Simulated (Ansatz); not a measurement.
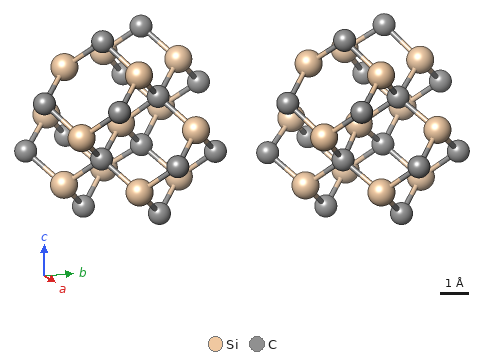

Two geometries of a defect cell of composition Si32C31, drawn at one scale. One is the start of a relaxation, the other its converged end. A ball-and-stick model of the atoms within 4.2 Å of the atom that moves most (axes of the cell of the calculation (origin shifted)), seen slightly off an axis.

The calculation used DFT, PBEsol, PAW, plane waves (Ansatz 0.2.0). Settings: plane-wave cutoff 420 eV; k-point mesh 1 × 1 × 1; mesh shifted by (0.25, 0.25, 0.25); no spin polarisation; atoms relaxed in a fixed cell; force threshold 0.03 eV/Å; at most 80 steps.

### Which geometry has the lower energy?

The right one is the relaxed one. The atoms of the start lie slightly off their symmetric places, so part of the fall in energy undoes that. The atom that moves furthest is a Si atom (0.18 Å along [−3 −3 −1]). By element the largest moves are Si 0.18 Å, C 0.12 Å. The cell doesn't change. Near-neighbour distances that change, for instance: C–Si 1.884 → 1.981 Å, C–Si 1.903 → 1.962 Å, C–Si 1.917 → 1.860 Å, C–Si 1.924 → 1.875 Å. Bond angles that change, for instance: C–Si–C 110.5° → 104.1°, Si–C–Si 109.7° → 104.2°, C–Si–C 108.8° → 104.1°. Over 8 geometry steps the energy falls by 1.153 eV per cell of the calculation. The largest force component goes from 1.8 to 0.018 eV/Å.
